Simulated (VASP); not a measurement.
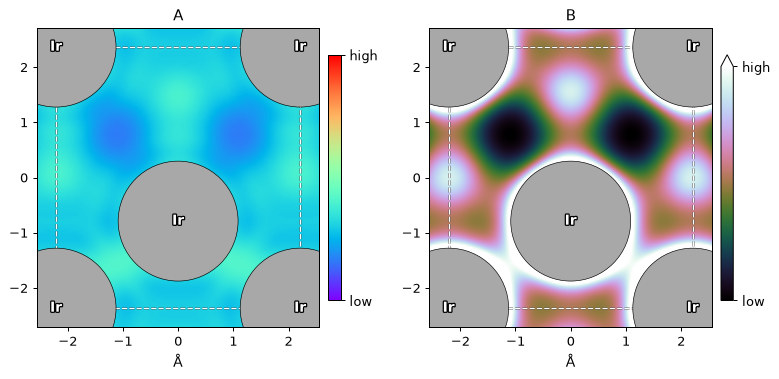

Ir: 2 fields on the (110) plane of the conventional cell, with unlabelled colour scales. Grey discs cover the atomic cores.

Space group P6₃/mmc; a generated structure, not necessarily the stable one; computed pressure about 2 GPa in this cell.

Theory: Kohn-Sham DFT of a periodic cell, r2SCAN, VASP PAW PBE potentials, recommended (VASP).

Q: Match the panels to the quantities (electron localisation function and valence pseudo-density).

A: Panel A: electron localisation function. Panel B: valence pseudo-density. From the grid: Ir–Ir (2.71 Å): the density is about 0.44 e/Å³ at the midpoint; the ELF is about 0.40 at the midpoint.
